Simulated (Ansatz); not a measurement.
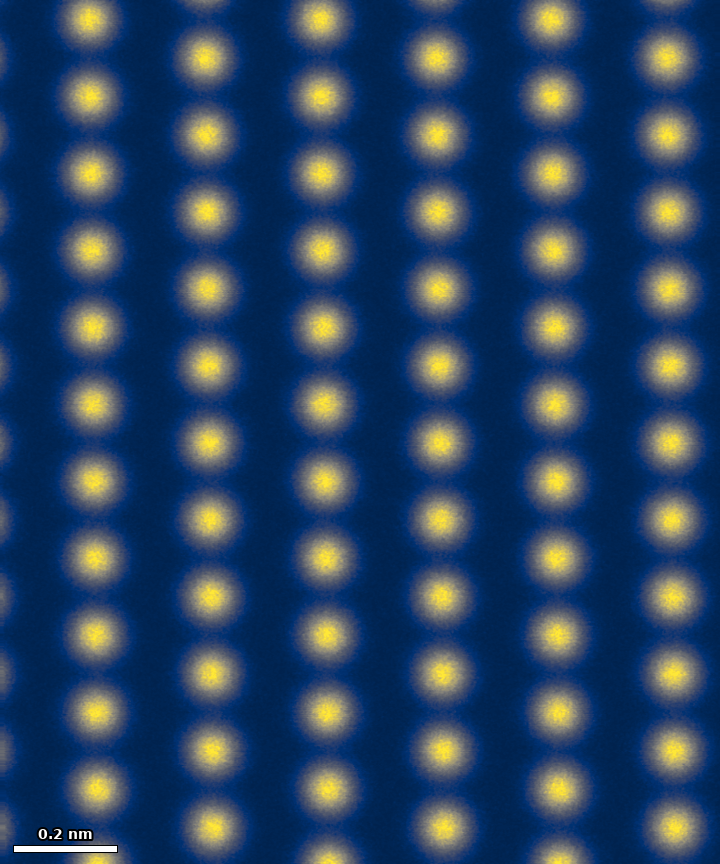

HAADF-like image of Lu. Simulation: incoherent imaging, intensity Z^1.6 per atom, probe width 0.73 Å, thin sample. Shot noise and a slight drift were added.

> Give the net of the columns and its spacings.

The pattern repeats on a centred rectangular net of 1.5 × 4.5 Å.

> Which plane group does this projection have?

c2mm: perpendicular mirror lines on a centred net, with further twofold points between them.

> How many columns does the smallest repeating cell hold, and how many levels of brightness?

1 column in the primitive cell of 3.4 Å², all of one brightness.

The crystal is Lu (Pm-3m, No. 221) seen along [221]. Structure used: the geometry given to an electronic-structure calculation, possibly off equilibrium; the starting structure was generated, so it need not be a known form of this composition.
